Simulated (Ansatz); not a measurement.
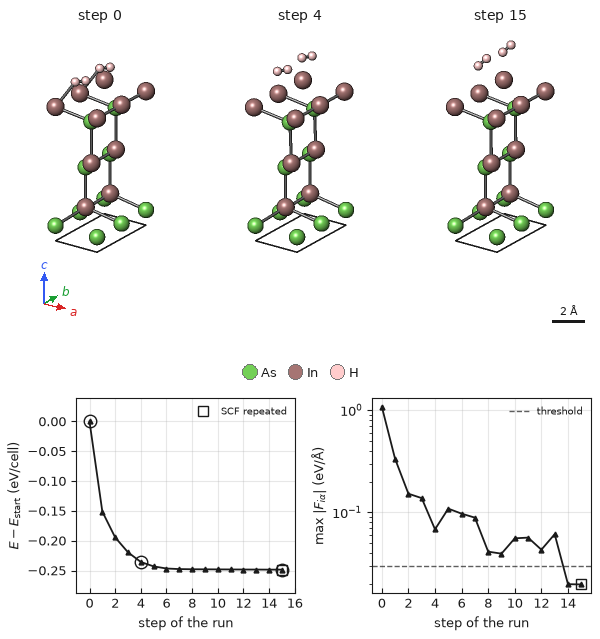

Frames of a constrained relaxation of a slab of composition In$_{3}$As$_{3}$H$_{2}$ (cut from the F-43m phase), marked on the history of the run. The picture is a ball-and-stick view of the 1 × 2 repeat of the cell, outlined in the plane, without the vacuum, seen slightly off an axis.

Case: H2 put at a hollow As-As-As site. The slab is the (1 1 1) face of InAs with H2 on it. 3 atoms are held fixed.

Method: Ansatz, DFT PBEsol, scalar-relativistic, plane waves, PAW.

Input
```yaml
crystal:
  lattice:
    - [4.304488435, 0.0, 0.0]
    - [-2.1522442175, 3.727796335, 0.0]
    - [0.0, 0.0, 26.9078502021]
  atoms:
    - { symbol: As, position: [0.0, 0.0, 0.3158929434] }
    - { symbol: In, position: [0.3333333333, 0.6666666667, 0.3485469836] }
    - { symbol: As, position: [0.3333333333, 0.6666666667, 0.4465091042] }
    - { symbol: In, position: [0.6666666667, 0.3333333333, 0.4769106334] }
    - { symbol: As, position: [0.6666666667, 0.3333333333, 0.579500937] }
    - { symbol: In, position: [0.0, 0.0, 0.6075494788] }
    - { symbol: H, position: [0.3333333333, 0.6666666667, 0.6588356273] }
    - { symbol: H, position: [0.1994748573, 0.4696610271, 0.6588356273] }
basis:
  ecutwfc: 420
kpoints:
  mp_grid: { grid: [9, 9, 1] }
hamiltonian:
  xc: pbesol
scf:
  occupations: { method: gaussian, width: 0.1 }
output:
  forces: true
  eigenvalues: true
  write_density: true
  write_potential: true
  elf: true
  volumetric_format: npy
relax:
  adjacent_minimum: "off"
  f_tol: 0.03
  max_steps: 70
  constraints: [{ sites: [0, 1, 2] }]
efield:
  axis: 3
  dipole_correction: true
  ramp_width: 0.04
```

Command:
```bash
ansatz run input.yaml --threads 4 --pin off --max-ram 10240MiB --backend cpu --events-out ev --progress --plain --runs-dir out
```

Q: What happens along the run?

A: The largest move is that of H7, 1.48 Å along the normal (+c). By element the largest moves are H 1.48 Å, In 0.06 Å, As 0.05 Å. The cell doesn't change. Some distances before and after: In6–H8 2.234 → 3.114 Å, H7–H8 0.750 → 0.764 Å, In4–As5 2.760 → 2.750 Å, As5–In6 2.597 → 2.603 Å. The energy falls by 0.248 eV per cell of the calculation in 14 accepted moves (15 points after the start). The largest force component goes from 1.1 to 0.02 eV/Å. 1 step only repeated the SCF at the same geometry. Cost: 7.7 min on 4 threads of Arm Neoverse V2, on a shared host, peak memory 1.4 GiB. From step 0 to 4: H7 moves most (0.75 Å), energy −0.236 eV per cell of the calculation. From step 4 to 15: H7 moves most (0.75 Å), energy −12.8 meV per cell of the calculation.

Limits of the set-up: the periodic images lie only 4.3 Å apart, so the values are limited by the cell's size.
